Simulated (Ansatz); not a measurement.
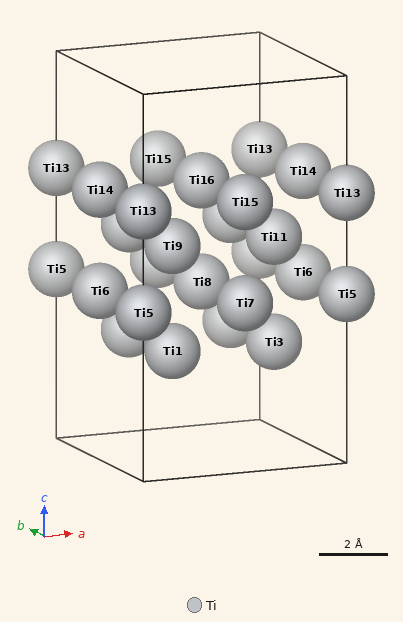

**Figure 1.** The structure as given in the input (spheres-only view of the cell of the calculation, with the vacuum cut short, seen slightly off an axis; atoms are numbered from 1 in the order of the input). An atom can appear more than once, as a periodic image.

Run report: Ti, single-point calculation

Ti (slab, 16 atoms in the cell), computed with DFT, PBE, plane waves, PAW, PAW set soft_1, no spin polarisation (Ansatz 0.2.0).

The structure derives from an entry of the Crystallography Open Database. Figures and captions count atoms from 1; the log counts them from 0 in places.

**What the program printed**
```
Engine: ansatz 0.2.0, aarch64-unknown-linux-gnu
Pseudopotentials: kind: paw
Pseudopotential: Ti, paw, valence charge 12, recommended cutoff 420 eV (normal), [file]
Functional definition: PBE
  parameter kappa = 0.804
  parameter beta = 0.06672455060314922
  exchange = pbe_x(kappa = kappa, mu = beta*pi^2/3)
  correlation = pbe_c(beta = beta)
Crystal: 16 atoms, lattice volume = 855.380 Å³
Basis set: ecut = 699.3326265218916 eV, 35891 PW (Γ), exchange–correlation on 120×120×360 points (8 copies of the dense FFT grid, shifted against one another)
Bands: 116, of which v1, the nominal top of the filled ones, is band 96 counted from 1 (95 counted from 0)
Symmetry: 32 space group operations
Space group: P4mm (ITA 99), of the structure as read, at distance tolerance 9.5e-5 Å
k-points: 6 of 16
Non-local potential: Ti, projectors of the file, l = 0: 3, l = 1: 2, l = 2: 3, l = 3: 1
PAW form: soft (Blöchl's): semilocal exchange-correlation on the pseudo side does not see the compensation charge
PAW one-centre angular grid: Ti, 590 points (default); XC on 64 Gauss nodes
Initial density: superposition of atomic densities (neutral atoms: chi_scale 0, normalization atom)
Initial wavefunctions: pseudopotential atomic-orbital guess
Functional: x = pbe(κ = 0.804, μ = 0.2195149727645171), c = pbe(β = 0.06672455060314922)
SCF iter   1: F=—  HF=-40009.539994 eV  |F-HF|=—  |Δ(HF+E_count)|=         —  Δρ=6.96e-2  dr2=2.85e2  ethr=3.10e-3  p=-0.000 e·Å  D=-1.83e-7 V/Å  ΔV_dip=0.00 eV  dr2_dipole=2.08e0  V_vac-E_F(+/−)=8.19/8.19 eV  ⟨swp⟩=8.8  Hψ=3148  notcnv=0
efield: sawtooth ramp at fractional position 0.7942 (placed from the atoms, in the widest stretch of the axis that holds none; the zero of the levels goes with the place), width 0.0400; the density the first Hamiltonian is built on has a dipole p = -0.000 e·Å; the dipole correction subtracts the counter field D = -1.83e-7 V/Å, which shifts the + side's vacuum level by +0.00 eV against the − side's; the planar-averaged density in the ramp window peaks in size at 2.9e-7 e/Å³
preconditioner: auto → LDOS  [metal: Δε(μ)=0.054 eV  Ē_g=2.908 eV  σ=0.100 eV  W_gap=0.29  n_scr=128 (ndim 8)  ℏωp=10.2 eV  f_vac=0.554  D(μ)=20.09/eV (n_scr^D=112)  β→1.0]
SCF iter   2: F=—  HF=-40009.144674 eV  |F-HF|=—  |Δ(HF+E_count)|=   3.95e-1  Δρ=1.10e-1  dr2=5.62e2  ethr=3.10e-3  p=-0.245 e·Å  D=-5.18e-2 V/Å  ΔV_dip=1.05 eV  dr2_dipole=1.57e0  V_vac-E_F(+/−)=1.36/0.31 eV  ⟨swp⟩=12.8  Hψ=4512  notcnv=0  defer=43
SCF iter   3: F=—  HF=-39985.959141 eV  |F-HF|=—  |Δ(HF+E_count)|=    2.32e1  Δρ=3.69e-2  dr2=4.92e1  ethr=3.10e-3  p=-0.055 e·Å  D=-1.15e-2 V/Å  ΔV_dip=0.23 eV  dr2_dipole=4.05e-1  V_vac-E_F(+/−)=3.59/3.36 eV  ⟨swp⟩=6.8  Hψ=2209  notcnv=0  defer=29
SCF iter   4: F=—  HF=-39985.156876 eV  |F-HF|=—  |Δ(HF+E_count)|=   8.02e-1  Δρ=1.09e-2  dr2=7.90e0  ethr=3.10e-3  p=0.013 e·Å  D=2.73e-3 V/Å  ΔV_dip=-0.06 eV  dr2_dipole=2.96e-1  V_vac-E_F(+/−)=4.40/4.45 eV  ⟨swp⟩=6.5  Hψ=1694  notcnv=0  defer=29
SCF iter   5: F=—  HF=-39984.770437 eV  |F-HF|=—  |Δ(HF+E_count)|=   3.86e-1  Δρ=4.29e-3  dr2=3.35e-1  ethr=3.10e-3  p=-0.020 e·Å  D=-4.17e-3 V/Å  ΔV_dip=0.08 eV  dr2_dipole=3.99e-2  V_vac-E_F(+/−)=3.58/3.50 eV  ⟨swp⟩=4.7  Hψ=984  notcnv=0  defer=25
SCF iter   6: F=—  HF=-39984.781464 eV  |F-HF|=—  |Δ(HF+E_count)|=   1.10e-2  Δρ=2.27e-3  dr2=1.84e-1  ethr=1.74e-4  p=-0.007 e·Å  D=-1.53e-3 V/Å  ΔV_dip=0.03 eV  dr2_dipole=1.27e-2  V_vac-E_F(+/−)=3.48/3.45 eV  ⟨swp⟩=3.0  Hψ=1201  notcnv=0  defer=25
SCF iter   7: F=—  HF=-39984.779231 eV  |F-HF|=—  |Δ(HF+E_count)|=   2.23e-3  Δρ=7.19e-4  dr2=2.45e-2  ethr=9.58e-5  p=-0.003 e·Å  D=-7.17e-4 V/Å  ΔV_dip=0.01 eV  dr2_dipole=8.56e-4  V_vac-E_F(+/−)=3.43/3.41 eV  ⟨swp⟩=2.0  Hψ=803  notcnv=0  defer=25
SCF iter   8: F=—  HF=-39984.776325 eV  |F-HF|=—  |Δ(HF+E_count)|=   2.91e-3  Δρ=3.99e-4  dr2=5.62e-3  ethr=1.28e-5  p=-0.003 e·Å  D=-5.36e-4 V/Å  ΔV_dip=0.01 eV  dr2_dipole=7.53e-4  V_vac-E_F(+/−)=3.35/3.33 eV  ⟨swp⟩=2.0  Hψ=855  notcnv=0  defer=25
SCF iter   9: F=—  HF=-39984.775889 eV  |F-HF|=—  |Δ(HF+E_count)|=   4.36e-4  Δρ=2.19e-4  dr2=2.21e-3  ethr=2.93e-6  p=-0.001 e·Å  D=-2.98e-4 V/Å  ΔV_dip=0.01 eV  dr2_dipole=7.40e-5  V_vac-E_F(+/−)=3.26/3.26 eV  ⟨swp⟩=2.7  Hψ=898  notcnv=0  defer=25
SCF iter  10: F=—  HF=-39984.775806 eV  |F-HF|=—  |Δ(HF+E_count)|=   8.25e-5  Δρ=6.09e-5  dr2=1.09e-4  ethr=1.15e-6  p=-0.001 e·Å  D=-3.05e-4 V/Å  ΔV_dip=0.01 eV  dr2_dipole=3.80e-5  V_vac-E_F(+/−)=3.25/3.25 eV  ⟨swp⟩=2.0  Hψ=846  notcnv=0  defer=25
SCF iter  11: F=—  HF=-39984.775786 eV  |F-HF|=—  |Δ(HF+E_count)|=   2.03e-5  Δρ=2.45e-5  dr2=7.57e-6  ethr=5.70e-8  p=-0.002 e·Å  D=-4.23e-4 V/Å  ΔV_dip=0.01 eV  dr2_dipole=2.93e-9  V_vac-E_F(+/−)=3.25/3.25 eV  ⟨swp⟩=2.7  Hψ=913  notcnv=0  defer=25
SCF iter  12: F=—  HF=-39984.775407 eV  |F-HF|=—  |Δ(HF+E_count)|=   3.79e-4  Δρ=8.71e-6  dr2=1.07e-6  ethr=3.94e-9  p=-0.002 e·Å  D=-4.63e-4 V/Å  ΔV_dip=0.01 eV  dr2_dipole=8.55e-8  V_vac-E_F(+/−)=3.25/3.24 eV  ⟨swp⟩=3.5  Hψ=1295  notcnv=0  defer=25
SCF iter  13: F=-39984.775407 eV  HF=-39984.775407 eV  |F-HF|=1.19e-9  |Δ(HF+E_count)|=   1.25e-7  Δρ=2.34e-6  dr2=7.19e-8  ethr=5.21e-11  p=-0.002 e·Å  D=-4.79e-4 V/Å  ΔV_dip=0.01 eV  dr2_dipole=1.06e-10  V_vac-E_F(+/−)=3.25/3.24 eV  ⟨swp⟩=20.8  Hψ=4446  notcnv=0
SCF 1 converged in 13 iterations: F = -39984.775407 eV  dr2 = 7.19e-8
  greatest PAW one-centre occupation: 0.999 electrons in one spin orbital (limit 2), on the Ti atom at site 3 (counted from 0), in its partial waves of l = 0
```

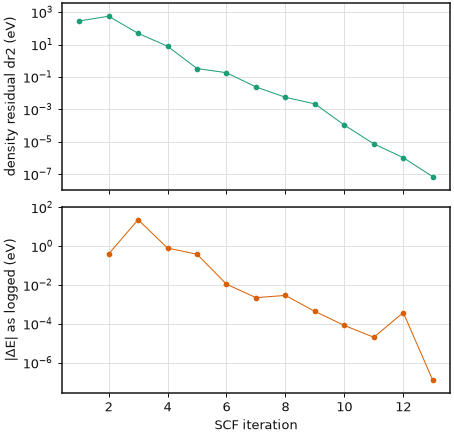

**Figure 2.** Convergence of the self-consistent field: density residual dr2 and size of the energy change against the SCF iteration. The residual falls almost steadily, with no more than small rises.

```
SCF converged after 13 iterations
Free energy (F): -39984.775407 eV
Harris-Foulkes:  -39984.775407 eV  (|F-HF|=1.19e-9)
Internal energy: -39984.620852 eV  (E = F + TS)
E sigma→0 (E₀):  -39984.698129 eV
Entropy (-TS):   -0.154555 eV (-9.660 meV/atom)
Fermi energy:    2.175317 eV
Dipole field:    D = -0.000472 V/Å  (p = -0.002232 e·Å, saw-weighted, corrected)
Work function:   Φ+ = 3.2540 eV   Φ− = 3.2445 eV
Levels:          The Fermi level and band energies are counted from a zero that moves with the ramp; work functions are not
--- Per-component energies (eV) ---
  E_band       = -4631.350292
  E_kinetic    = 4487.072431
  E_local      = -141889.755638  (includes V_loc(G=0)·N_el)
  E_nonlocal   = 976.318180
  E_hartree    = 68446.118192
  E_xc         = -1844.701283
  E_vxc        = -2308.406377  (∫ρ·V_xc dr)
  E_paw        = -16678.630307  (= ΣΔE_a)
  E_vpaw       = -2788.826435  (= ΣTr[D̂ρ^β])
  E_aug_tail   = -0.000249  (compensation charges beyond the density's cutoff)
  E_efield     = 0.000001  (sawtooth field / dipole correction)
  E_vefield    = 0.002624  (∫n·V_field dr)
  E_ewald      = 46518.957822
  E_smearing   = -0.154555  (= −TS)
  E_closure    = 0.000000  (closes the sum)
  Σ components = -39984.775407   (vs F -39984.775407, Δ=0.00e0)
--- Forces (eV/Å), atoms counted from 1 ---
  atom   1  Ti    -0.00000000     0.00000000     0.57170250
  atom   2  Ti    -0.00000000    -0.00000000     0.57170250
  atom   3  Ti     0.00000000     0.00000000     0.57170250
  atom   4  Ti     0.00000000     0.00000000     0.57170250
  atom   5  Ti    -0.00000000    -0.00000000    -0.53036554
  atom   6  Ti    -0.00000000    -0.00000000    -0.53036554
  atom   7  Ti    -0.00000000    -0.00000000    -0.53036554
  atom   8  Ti    -0.00000000    -0.00000000    -0.53036554
  atom   9  Ti     0.00000000    -0.00000000     0.02783899
  atom  10  Ti     0.00000000     0.00000000     0.02783899
  atom  11  Ti     0.00000000    -0.00000000     0.02783899
  atom  12  Ti     0.00000000     0.00000000     0.02783899
  atom  13  Ti    -0.00000000    -0.00000000    -0.06920879
  atom  14  Ti    -0.00000000     0.00000000    -0.06920879
  atom  15  Ti     0.00000000     0.00000000    -0.06920879
  atom  16  Ti     0.00000000    -0.00000000    -0.06920879
  max |Σ_I F_I| component: 1.31e-4 eV/Å
--- Band table (eV; the first three rows and the last of 6) ---
  k-point 0: bands = ["-54.8539", "-54.8398", "-54.8398", "-54.8299", "-54.7258", "-54.7083", "-54.7083", "-54.6982", "-54.1231", "-54.0828", "-54.0828", "-54.0721", "-53.9797", "-53.9797", "-53.9688", "-53.9479", "-31.2366", "-31.2366", "-31.2228", "-31.1855", "-31.1687", "-31.1687", "-31.1514", "-31.1514", "-31.1197", "-31.1197", "-31.0980", "-31.0613", "-31.0589", "-31.0589", "-31.0583", "-31.0583", "-31.0234", "-31.0234", "-30.9942", "-30.9942", "-30.9195", "-30.9195", "-30.8762", "-30.8762", "-30.5146", "-30.5146", "-30.5116", "-30.5116", "-30.4866", "-30.4830", "-30.4830", "-30.3759", "-30.3759", "-30.3756", "-30.3058", "-30.2939", "-30.2939", "-30.2061", "-30.1912", "-30.1912", "-30.1293", "-30.1293", "-30.1284", "-30.1284", "-30.1061", "-30.1061", "-30.0741", "-30.0741", "-3.0894", "-1.5289", "-0.2658", "-0.2658", "-0.2451", "-0.2451", "0.0409", "0.2513", "0.2569", "0.2609", "0.3177", "0.3177", "0.3183", "0.3263", "0.3263", "1.3008", "1.3036", "1.3374", "1.4867", "1.4867", "1.7920", "1.7920", "1.8068", "1.8068", "1.8184", "1.8184", "1.9610", "1.9610", "2.0040", "2.0040", "2.0407", "2.0407", "2.3786", "2.4932", "2.5326", "2.5326", "2.5348", "2.5348", "2.8727", "2.9495", "2.9495", "2.9697", "2.9697", "3.0882", "3.0882", "3.2088", "3.2156", "3.2156", "3.3744", "3.3744", "3.6664", "3.6664"]
  k-point 1: bands = ["-54.8518", "-54.8419", "-54.8384", "-54.8314", "-54.7233", "-54.7109", "-54.7068", "-54.6997", "-54.1182", "-54.0902", "-54.0812", "-54.0737", "-53.9781", "-53.9736", "-53.9704", "-53.9515", "-31.2342", "-31.2300", "-31.2244", "-31.1961", "-31.1617", "-31.1501", "-31.1494", "-31.1258", "-31.1168", "-31.1136", "-31.1015", "-31.0835", "-31.0563", "-31.0563", "-31.0439", "-31.0394", "-31.0235", "-31.0191", "-31.0169", "-30.9984", "-30.9422", "-30.9133", "-30.9027", "-30.8827", "-30.5229", "-30.5221", "-30.5108", "-30.5034", "-30.4891", "-30.4788", "-30.4753", "-30.4091", "-30.3689", "-30.3619", "-30.3158", "-30.3057", "-30.2793", "-30.1986", "-30.1821", "-30.1641", "-30.1340", "-30.1292", "-30.1258", "-30.1228", "-30.1106", "-30.1076", "-30.0882", "-30.0862", "-2.8325", "-1.3170", "-1.1121", "-0.2211", "-0.0671", "-0.0546", "0.1627", "0.3005", "0.3145", "0.3159", "0.3498", "0.4716", "0.4992", "0.5007", "0.5248", "1.3436", "1.3456", "1.3495", "1.3589", "1.3776", "1.4165", "1.6668", "1.6841", "1.8001", "1.8402", "1.8881", "1.8962", "1.9181", "1.9999", "2.0619", "2.0799", "2.1396", "2.2339", "2.3623", "2.4418", "2.4588", "2.5678", "2.6196", "2.7424", "2.7855", "2.9915", "3.0171", "3.0306", "3.0653", "3.1173", "3.1796", "3.2061", "3.2214", "3.3192", "3.3551", "3.3552", "3.4318"]
  k-point 2: bands = ["-54.8469", "-54.8469", "-54.8349", "-54.8349", "-54.7171", "-54.7171", "-54.7032", "-54.7032", "-54.1054", "-54.1054", "-54.0774", "-54.0774", "-53.9742", "-53.9742", "-53.9613", "-53.9613", "-31.2289", "-31.2289", "-31.2139", "-31.2139", "-31.1508", "-31.1508", "-31.1145", "-31.1145", "-31.1048", "-31.1048", "-31.0899", "-31.0899", "-31.0712", "-31.0712", "-31.0539", "-31.0539", "-31.0087", "-31.0087", "-30.9924", "-30.9924", "-30.9639", "-30.9639", "-30.8981", "-30.8981", "-30.5310", "-30.5310", "-30.5024", "-30.5024", "-30.4757", "-30.4757", "-30.4590", "-30.4590", "-30.3479", "-30.3479", "-30.3329", "-30.3329", "-30.2310", "-30.2310", "-30.1490", "-30.1490", "-30.1213", "-30.1213", "-30.1195", "-30.1195", "-30.1142", "-30.1142", "-30.1133", "-30.1133", "-2.1136", "-2.1136", "-0.7717", "-0.7717", "0.2930", "0.2930", "0.3032", "0.3032", "0.3065", "0.3065", "0.5171", "0.5171", "0.8803", "0.8803", "0.8812", "0.8812", "0.9553", "0.9553", "1.5076", "1.5076", "1.5097", "1.5097", "1.6644", "1.6644", "1.7155", "1.7155", "1.7458", "1.7458", "2.1188", "2.1188", "2.2536", "2.2536", "2.3451", "2.3451", "2.4097", "2.4097", "2.4530", "2.4530", "2.5155", "2.5155", "2.9644", "2.9644", "2.9883", "2.9883", "3.0764", "3.0764", "3.2174", "3.2174", "3.2966", "3.2966", "3.4088", "3.4088"]
  k-point 5: bands = ["-54.8409", "-54.8409", "-54.8409", "-54.8409", "-54.7102", "-54.7102", "-54.7102", "-54.7102", "-54.0923", "-54.0923", "-54.0923", "-54.0923", "-53.9669", "-53.9669", "-53.9669", "-53.9669", "-31.2197", "-31.2197", "-31.2197", "-31.2197", "-31.1082", "-31.1082", "-31.1082", "-31.1082", "-31.0863", "-31.0863", "-31.0863", "-31.0863", "-31.0739", "-31.0739", "-31.0739", "-31.0739", "-30.9885", "-30.9885", "-30.9885", "-30.9885", "-30.9705", "-30.9705", "-30.9705", "-30.9705", "-30.5074", "-30.5074", "-30.5074", "-30.5074", "-30.4458", "-30.4458", "-30.4458", "-30.4458", "-30.3823", "-30.3823", "-30.3823", "-30.3823", "-30.1918", "-30.1918", "-30.1918", "-30.1918", "-30.1298", "-30.1298", "-30.1298", "-30.1298", "-30.0908", "-30.0908", "-30.0908", "-30.0908", "-1.2546", "-1.2546", "-1.2546", "-1.2546", "0.0645", "0.0645", "0.0645", "0.0645", "1.0212", "1.0212", "1.0212", "1.0212", "1.0646", "1.0646", "1.0646", "1.0646", "1.1444", "1.1444", "1.1444", "1.1444", "1.4656", "1.4656", "1.4656", "1.4656", "1.5788", "1.5788", "1.5788", "1.5788", "2.0273", "2.0273", "2.0273", "2.0273", "2.1468", "2.1468", "2.1468", "2.1468", "2.3667", "2.3667", "2.3667", "2.3667", "2.8198", "2.8198", "2.8198", "2.8198", "2.9406", "2.9406", "2.9406", "2.9406", "3.0480", "3.0480", "3.0480", "3.0480"]
```

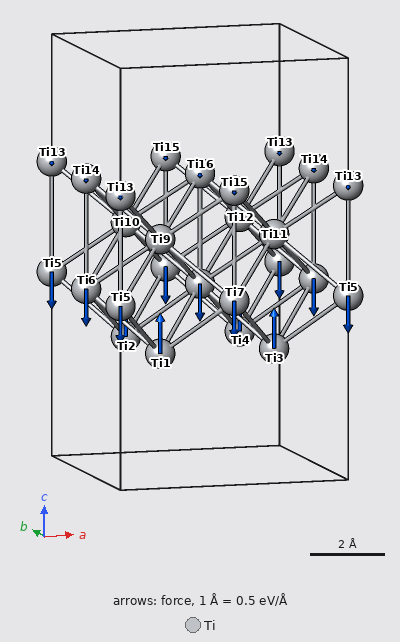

**Figure 3.** Forces on the atoms as blue arrows (ball-and-stick view of the cell of the calculation, with the vacuum cut short, seen slightly off an axis; atoms are numbered from 1 in the order of the input); the smallest are left out. The largest act on Ti1, Ti2, Ti3, Ti4 (0.57 eV/Å); Ti5, Ti6, Ti7, Ti8 (0.53 eV/Å). The geometry is not a stationary point of this energy.

The run was set up as follows.

**The input**
```yaml
crystal:
  lattice:
    - [6.5106718526, 0.0, 0.0]
    - [0.0, 6.5106718526, 0.0]
    - [0.0, 0.0, 20.1793673972]
  atoms:
    - { symbol: Ti, position: [0.25, 0.25, 0.1982222694] }
    - { symbol: Ti, position: [0.25, 0.75, 0.1982222694] }
    - { symbol: Ti, position: [0.75, 0.25, 0.1982222694] }
    - { symbol: Ti, position: [0.75, 0.75, 0.1982222694] }
    - { symbol: Ti, position: [0.0, 0.0, 0.2788822788] }
    - { symbol: Ti, position: [0.0, 0.5, 0.2788822788] }
    - { symbol: Ti, position: [0.5, 0.0, 0.2788822788] }
    - { symbol: Ti, position: [0.5, 0.5, 0.2788822788] }
    - { symbol: Ti, position: [0.25, 0.25, 0.3551865244] }
    - { symbol: Ti, position: [0.25, 0.75, 0.3551865244] }
    - { symbol: Ti, position: [0.75, 0.25, 0.3551865244] }
    - { symbol: Ti, position: [0.75, 0.75, 0.3551865244] }
    - { symbol: Ti, position: [0.0, 0.0, 0.4301109755] }
    - { symbol: Ti, position: [0.0, 0.5, 0.4301109755] }
    - { symbol: Ti, position: [0.5, 0.0, 0.4301109755] }
    - { symbol: Ti, position: [0.5, 0.5, 0.4301109755] }
basis:
  ecutwfc: "51.4 Ry"
kpoints:
  mp_grid: { grid: [4, 4, 1] }
hamiltonian:
  xc: pbe
  pseudopotentials: { kind: paw, azcp: { folder: soft_1 } }
scf:
  occupations: { method: gaussian, width: 0.1 }
output:
  forces: true
  eigenvalues: true
efield:
  axis: 3
  dipole_correction: true
  ramp_width: 0.04
```

Command:
```bash
ansatz run input.yaml --threads 4 --pin off --max-ram 12288MiB --backend cpu --events-out ev --progress --plain --runs-dir out
```

**Summary**

- outcome: converged
- electrons treated: 192
- free energy: −39984.7754 eV
- Fermi energy: 2.175 eV
- gap on the k-point mesh: none (metallic)
- largest force (length of the vector): 0.572 eV/Å
- hardware: 4 threads of Arm Neoverse N1, 24 GiB of memory available, shared host
- wall time: 93 s (CPU time 5.5 min)
- peak memory: 3.7 GiB

**Notes**

Settings chosen away from the usual ones: basis.ecutwfc set to 51.4 Ry (from 420).
